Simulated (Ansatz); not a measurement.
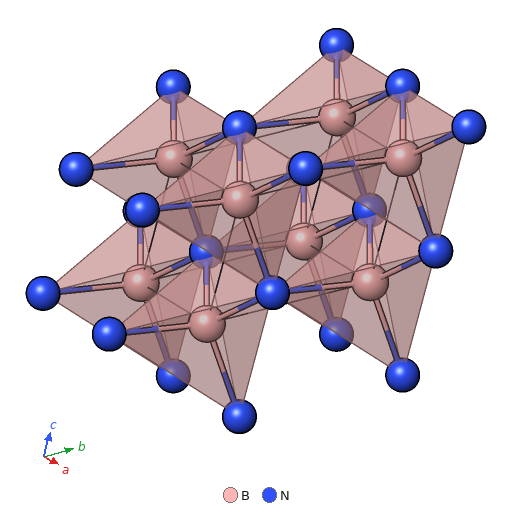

System: BN, space group F-43m (No. 216) (cell built by us, not taken from a database). The picture shows the cell.

The given structure:
```
CELL_PARAMETERS angstrom
0.00000 1.81310 1.81310
1.81310 0.00000 1.81310
1.81310 1.81310 0.00000
ATOMIC_POSITIONS crystal
B 0.00000 0.00000 0.00000
N 0.25000 0.25000 0.25000
```

Method: proper piezoelectric stress tensor of an insulator from Berry phases at small strains, Voigt columns xx yy zz yz xz xy, Cartesian axes of the cell vectors; plane waves with PAW datasets, Γ-centred k mesh (Ansatz 0.2.0). Level: PBE, no spin polarisation.

- wave cutoff: 420 eV
- k mesh: 8×8×8
- occupations: fixed
- pressure: −0.5 GPa
- ions: relaxed
- strain amplitude: 0.002

Predict the piezoelectric tensor e in Voigt notation.

The largest components, equal in size at 0.888 C/m², are e14, e25 and e36. Three components exceed 1 % of the largest: e14 = −0.888, e25 = −0.888, e36 = −0.888 C/m².

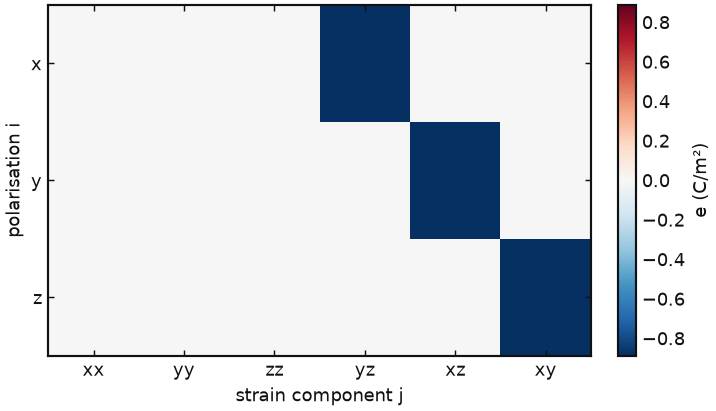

Note: coarse k mesh.
